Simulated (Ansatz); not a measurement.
Run report: Si16C, molecular dynamics (part 3 of 3)

Continued. System: Si16C (defect cell, 17 atoms in the cell). Method: DFT PBE, scalar-relativistic, plane waves, PAW, PAW set soft_1, spin-polarised (Ansatz 0.2.0); cutoff 420 eV, 2×2×2 k-mesh, Fermi–Dirac smearing of 0.02 eV, collinear spins. It belongs to a series of runs on one base structure; here: dynamics from the last frame of the run before.

Geometry of the input (Å; fractional positions):
```
0.0000  5.4300  5.4300
5.4300  0.0000  5.4300
5.4300  5.4300  0.0000
Si 0.0236  -0.0039  -0.0497
Si 0.1139  0.1359  0.0974
Si -0.0180  -0.0148  0.4661
Si 0.1362  0.0840  0.5952
Si 0.0282  0.5221  -0.0570
Si 0.1395  0.6170  0.1091
Si 0.0295  0.4573  0.4811
Si 0.1434  0.6183  0.5744
Si 0.4774  -0.0382  0.0681
Si 0.6581  0.1089  0.1030
Si 0.5313  -0.0071  0.4725
Si 0.5516  0.1853  0.6999
Si 0.5114  0.4736  -0.0037
Si 0.6415  0.6101  0.1013
Si 0.5309  0.5229  0.4693
Si 0.6635  0.6266  0.6171
C  0.7067  1.0095  0.5462
```

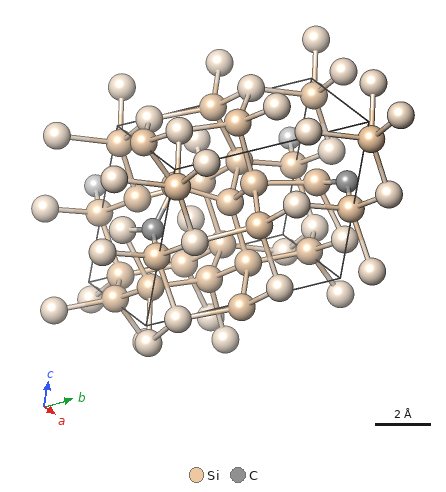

*The geometry at step 76 of the log (ball-and-stick view of the cell of the calculation, seen slightly off an axis; neighbours outside the cell are drawn fainter).*

### Trajectory as extended XYZ, continued
```
17
Lattice="0.0000 5.4300 5.4300 5.4300 0.0000 5.4300 5.4300 5.4300 0.0000" Properties=species:S:1:pos:R:3:forces:R:3 step=33 time_fs=33.0 energy=-10417.73310 temperature=1011.2
Si   -0.4349   -0.1146    0.1794    0.7943  -1.1525   0.7185
Si    1.0604    1.1249    1.5725   -0.1327   0.0060  -1.4631
Si    2.2879    2.2276   -0.2120    0.1153   0.7307   0.7265
Si    3.6139    3.7304    1.4301    0.3547   0.0604  -1.1275
Si    2.6395    0.0002    2.7994   -1.3013   0.1581   2.0406
Si    3.9597    1.3378    4.2211   -0.4561  -0.0476  -0.6735
Si    5.1978    2.6246    2.7802    0.7171   0.8154  -0.2552
Si    6.5606    4.0430    4.1739    0.7679  -0.7553  -0.9726
Si    0.2179    3.0296    2.4711   -0.5650   0.1921   0.1111
Si    1.1619    4.2810    4.1204    0.3096   0.0530   0.5123
Si    2.4592    5.4459    2.5443    0.0174   1.2203   1.6621
Si    4.8626    6.7380    3.8613   -0.4990  -0.3275   0.5106
Si    2.6602    2.8584    5.3682   -0.7382   0.5221  -0.0898
Si    3.8300    4.1406    6.9161    1.5165  -0.6897  -1.2284
Si    5.5367    5.3119    5.7182   -0.9750   0.5228  -0.4184
Si    6.7195    6.9888    6.7184   -0.2965  -0.1870   0.5408
C     8.5015    6.8522    9.2334    0.3711  -1.1216  -0.5940
17
Lattice="0.0000 5.4300 5.4300 5.4300 0.0000 5.4300 5.4300 5.4300 0.0000" Properties=species:S:1:pos:R:3:forces:R:3 step=44 time_fs=44.0 energy=-10417.12048 temperature=715.5
Si   -0.3880   -0.1369    0.2607   -0.7606  -1.4979  -0.8114
Si    0.9913    1.1004    1.5260    0.3006   0.7741   0.0181
Si    2.2409    2.1616   -0.1492    1.1001   1.0629  -1.0996
Si    3.6057    3.6106    1.4469    0.0901   1.0785  -0.7801
Si    2.5420   -0.0162    2.7953    0.4919   1.1194   1.3622
Si    3.9677    1.3786    4.2409   -0.5205  -0.8720  -0.3286
Si    5.2477    2.5909    2.7768    0.7289   1.2529   0.0443
Si    6.6550    4.1591    4.1773    0.4420  -3.5111  -1.4121
Si    0.2272    3.0571    2.5727   -0.9241  -0.6521  -1.2626
Si    1.1901    4.3109    4.0818    0.1160   0.4952   1.9343
Si    2.3867    5.5156    2.5635    1.0412  -0.0241   0.1697
Si    4.9133    6.7154    3.8388   -1.2461  -0.3318   0.5322
Si    2.6138    2.8910    5.3731    0.5635   0.9452  -0.3184
Si    3.9034    4.2093    6.9099    0.2060  -1.3011  -0.7332
Si    5.5074    5.2318    5.6271   -0.6513   2.5745   0.8878
Si    6.7208    7.0227    6.6510   -1.2911  -1.2085   0.5810
C     8.5199    6.7728    9.1634    0.3137   0.0959   1.2163
17
Lattice="0.0000 5.4300 5.4300 5.4300 0.0000 5.4300 5.4300 5.4300 0.0000" Properties=species:S:1:pos:R:3:forces:R:3 step=55 time_fs=55.0 energy=-10416.93857 temperature=627.8
Si   -0.3702   -0.2193    0.3111   -1.5837  -1.1114  -1.5419
Si    0.9342    1.1062    1.4789    0.6330   0.9703   1.0648
Si    2.2376    2.1385   -0.1270    1.5507   0.9829  -1.5479
Si    3.6024    3.5329    1.4321    0.1020   1.3661  -0.2080
Si    2.4657    0.0135    2.8422    2.3002   1.6144  -0.7494
Si    3.9552    1.3867    4.2462   -0.2509  -0.7145  -0.0842
Si    5.3248    2.6063    2.7752   -0.1171   0.8469   0.3190
Si    6.7610    4.1384    4.1331   -1.2534  -3.6794   0.6643
Si    0.2012    3.0607    2.6282   -0.4740  -0.6864  -0.9839
Si    1.2219    4.3587    4.1156   -0.3701   0.2613   1.2805
Si    2.3532    5.5856    2.5912    1.0564  -0.7090  -0.7354
Si    4.9169    6.6799    3.8370   -0.6370  -0.1094   0.1742
Si    2.5879    2.9581    5.3670    1.1059   0.0663   0.0215
Si    3.9834    4.2272    6.8759   -1.5879  -0.8621   0.4739
Si    5.4564    5.2481    5.5630    0.7907   1.8052  -0.1335
Si    6.6741    7.0114    6.6062   -0.7277  -0.8643   0.2542
C     8.5644    6.6999    9.2023   -0.5369   0.8233   1.7319
17
Lattice="0.0000 5.4300 5.4300 5.4300 0.0000 5.4300 5.4300 5.4300 0.0000" Properties=species:S:1:pos:R:3:forces:R:3 step=65 time_fs=65.0 energy=-10417.48764 temperature=892.3
Si   -0.4062   -0.3311    0.3054   -0.9117   0.4863  -1.0076
Si    0.9031    1.1439    1.4688    0.3852   0.2527   0.4281
Si    2.2867    2.1521   -0.1569    0.6551   0.6806   0.1470
Si    3.6032    3.5105    1.4108    0.1401   1.2509   0.4517
Si    2.4701    0.0924    2.8664    1.5735   0.3081  -0.7702
Si    3.9351    1.3691    4.2475    0.2112  -0.1437   0.0063
Si    5.3911    2.6498    2.7839   -1.1457  -0.1292   0.1687
Si    6.8201    3.9956    4.1078   -1.1210  -0.8261   0.7389
Si    0.1605    3.0409    2.6441    0.1954  -0.0820  -0.0992
Si    1.2385    4.4115    4.1908   -0.6310  -0.1792  -0.3632
Si    2.3614    5.6268    2.5960    1.0638  -0.3911   0.1782
Si    4.8953    6.6449    3.8399   -0.4867   0.5922  -0.7318
Si    2.6020    3.0216    5.3621    0.8624  -1.1492   0.4635
Si    4.0055    4.2134    6.8577   -1.6497   0.0476   0.5779
Si    5.4339    5.3244    5.5055    1.2230  -0.6598   0.0439
Si    6.6063    6.9717    6.5760    0.5183   0.3082   0.2353
C     8.5628    6.6899    9.3658   -0.8822  -0.3663  -0.4677
17
Lattice="0.0000 5.4300 5.4300 5.4300 0.0000 5.4300 5.4300 5.4300 0.0000" Properties=species:S:1:pos:R:3:forces:R:3 step=76 time_fs=76.0 energy=-10416.77463 temperature=548.6
Si   -0.4801   -0.4329    0.2595    0.1070   2.1675  -0.4953
Si    0.8846    1.1934    1.4735    0.2715  -0.6963  -0.3322
Si    2.3622    2.1970   -0.1739   -0.4207   0.3146   2.7267
Si    3.6089    3.5337    1.4062   -0.0271   0.7863   1.1251
Si    2.5330    0.1878    2.8626   -0.1183  -1.5365  -0.6429
Si    3.9225    1.3449    4.2504    0.8311   0.4792   0.3367
Si    5.4176    2.6907    2.7970   -2.0238  -1.2517  -0.5851
Si    6.8428    3.8135    4.1061   -0.4193   3.1168  -0.0971
Si    0.1218    3.0170    2.6570    0.3214   0.7038   0.3594
Si    1.2344    4.4615    4.2602   -0.1794  -0.7698  -1.3716
Si    2.4095    5.6552    2.6063    0.2795  -0.5546   0.2930
Si    4.8481    6.6297    3.8144   -0.9169   0.8951  -1.2223
Si    2.6486    3.0475    5.3730   -0.0853  -1.6255   0.2748
Si    3.9694    4.2012    6.8596   -0.4409   0.9610   0.3966
Si    5.4539    5.3799    5.4466    0.6760  -2.7963   0.6579
Si    6.5529    6.9411    6.5546    1.5369   1.2855   0.7661
C     8.5074    6.6338    9.4897    0.6084  -1.4792  -2.1897
17
Lattice="0.0000 5.4300 5.4300 5.4300 0.0000 5.4300 5.4300 5.4300 0.0000" Properties=species:S:1:pos:R:3:forces:R:3 step=87 time_fs=87.0 energy=-10416.84500 temperature=582.5
Si   -0.5508   -0.4493    0.1920    0.8110   2.4926  -0.2161
Si    0.8777    1.2171    1.4675    0.2047  -0.8622  -0.2672
Si    2.4290    2.2439   -0.0995    0.1963  -1.7846   0.5489
Si    3.6133    3.5908    1.4461   -0.2153   0.6047   1.1544
Si    2.5939    0.2255    2.8321   -1.0506  -1.7224  -0.4971
Si    3.9419    1.3382    4.2656    0.7229   0.4540   0.1751
Si    5.3658    2.6840    2.7897   -1.3452  -1.1851  -0.4058
Si    6.8462    3.7474    4.1018   -0.1857   3.4271  -0.4621
Si    0.0961    3.0213    2.6817    0.2964   1.1712  -0.0042
Si    1.2234    4.4795    4.2765    0.4379  -1.3168  -1.2559
Si    2.4661    5.6571    2.6198   -1.1725  -1.4403  -1.6230
Si    4.7717    6.6458    3.7450    0.5737  -0.2717  -0.0179
Si    2.6919    3.0098    5.3950   -0.9617  -0.9823   0.0083
Si    3.9141    4.2252    6.8779    0.5990   0.8518   0.1563
Si    5.5030    5.3325    5.4100    0.3023  -1.5400   0.1635
Si    6.5588    6.9573    6.5621    1.2915   0.5359   0.5728
C     8.4795    6.4823    9.4657   -0.5048   1.5680   1.9699
17
Lattice="0.0000 5.4300 5.4300 5.4300 0.0000 5.4300 5.4300 5.4300 0.0000" Properties=species:S:1:pos:R:3:forces:R:3 step=98 time_fs=98.0 energy=-10417.55098 temperature=922.9
Si   -0.5881   -0.3680    0.1178    1.3795   1.1340   0.6183
Si    0.8782    1.2068    1.4513   -0.1149  -0.4211   0.1116
Si    2.4968    2.2307    0.0017   -0.9604  -0.2839  -0.6012
Si    3.6100    3.6739    1.5301   -0.0763   0.6190   0.0750
Si    2.6132    0.1959    2.7847   -1.3542  -0.6681   0.5667
Si    3.9876    1.3498    4.2852   -0.4168   0.2404  -0.7199
Si    5.2630    2.6313    2.7677    0.6432  -0.1770   0.3377
Si    6.8429    3.8132    4.0803    0.2694   0.7940  -0.3940
Si    0.0820    3.0701    2.7062    0.0819   0.5236  -0.4724
Si    1.2295    4.4458    4.2422    0.7234  -1.0745  -0.5635
Si    2.4829    5.6096    2.5827   -0.7049  -0.1445   0.1563
Si    4.7114    6.6523    3.6728    0.2842  -1.0250   0.8683
Si    2.6988    2.9332    5.4192   -0.8156   0.2543   0.1210
Si    3.8826    4.2809    6.8994    1.2623  -0.2439  -0.8952
Si    5.5636    5.2243    5.3829   -0.3169   0.8136   0.3428
Si    6.6159    6.9939    6.5923    0.1437  -0.8057   0.0398
C     8.4140    6.4408    9.5755   -0.0275   0.4648   0.4085
17
Lattice="0.0000 5.4300 5.4300 5.4300 0.0000 5.4300 5.4300 5.4300 0.0000" Properties=species:S:1:pos:R:3:forces:R:3 step=109 time_fs=109.0 energy=-10416.90876 temperature=613.4
Si   -0.5684   -0.2420    0.0696    1.7689  -0.8566   1.4419
Si    0.8743    1.1798    1.4395   -0.2980   0.2315   0.4364
Si    2.5274    2.2083    0.0856   -1.4285   1.6104  -0.1872
Si    3.6048    3.7800    1.6160    0.4791  -0.0470  -1.3200
Si    2.5785    0.1386    2.7583   -0.9223   0.4218   0.9333
Si    4.0153    1.3727    4.2766   -1.7037   0.2632  -1.1451
Si    5.1845    2.5713    2.7560    2.0290   0.9152   0.1556
Si    6.8503    3.9131    4.0409    0.4923  -1.6365  -0.5133
Si    0.0702    3.1370    2.7116   -0.4262  -1.0450  -0.7670
Si    1.2640    4.3700    4.1862    0.5228  -0.1811   0.5387
Si    2.4684    5.5542    2.5486   -0.3234   1.1054   1.8846
Si    4.6621    6.6204    3.6342   -0.2954  -0.6808   1.0126
Si    2.6746    2.8663    5.4467    0.0783   1.2237  -0.1192
Si    3.9009    4.3280    6.8854    1.1390  -0.9350  -1.4480
Si    5.6104    5.1468    5.3720   -0.9806   2.2428   0.9715
Si    6.6785    6.9993    6.6266   -1.1185  -1.4994   0.0817
C     8.3542    6.4410    9.7217    0.9871  -1.1326  -1.9564
17
Lattice="0.0000 5.4300 5.4300 5.4300 0.0000 5.4300 5.4300 5.4300 0.0000" Properties=species:S:1:pos:R:3:forces:R:3 step=120 time_fs=120.0 energy=-10417.01582 temperature=664.9
Si   -0.4794   -0.1461    0.0756    1.0050  -1.4214   0.7677
Si    0.8601    1.1621    1.4460    0.0317   0.8365   0.7906
Si    2.5030    2.2396    0.1520   -0.7648   0.5840  -1.6097
Si    3.6207    3.8837    1.6501    1.2484  -0.7805  -1.8688
Si    2.5097    0.0963    2.7650    0.5486   0.8215  -0.1464
Si    3.9766    1.4031    4.2247   -1.7390  -0.5147  -0.4849
Si    5.1852    2.5482    2.7497    1.9328   1.5741  -0.2954
Si    6.8736    3.9504    3.9856   -0.4124  -2.5489   0.6456
Si    0.0424    3.1632    2.6872   -0.4609  -1.9341  -0.4561
Si    1.3182    4.2847    4.1505   -0.2832   0.2506   1.0946
Si    2.4392    5.5409    2.5871   -0.2963   1.1435   1.8021
Si    4.6072    6.5613    3.6356    0.8885   0.0647   0.5297
Si    2.6518    2.8462    5.4701    0.5353   1.0479  -0.1748
Si    3.9614    4.3406    6.8167   -0.3058  -0.5126  -0.5737
Si    5.6220    5.1563    5.3958   -0.2862   1.9752   0.1431
Si    6.6982    6.9464    6.6630   -1.4064  -1.0186  -0.1403
C     8.3683    6.3635    9.7193   -0.2354   0.4330  -0.0232
```

### Summary

| quantity | value |
| --- | --- |
| outcome | finished |
| mean temperature over the second half | 700 K |
| trajectory | 120 steps, 120 fs |
| ensemble | nve |
| temperature in the input | 1260.0 K |
| time step | 1 fs |
| electrons treated | 68 |
| potential energy (free energy of the electrons) (last step) | −10417.0158 eV |
| Fermi energy (last step) | 6.773 eV |
| net moment of the cell (last step) | 0.00 μB |
| integrated absolute moment (last step) | 0.00 μB |
| largest force (length of the vector) (last step) | 2.662 eV/Å |
| wall time | 31 min |
| peak memory | 0.73 GiB |

### Notes

The electronic state found may not be the lowest one. Warnings of the run: a screening estimate came out negative during mixing; some starting moments were not kept. The k-point mesh is coarse for a cell of this size, so the results may not be converged. So short a trajectory is not equilibrated.
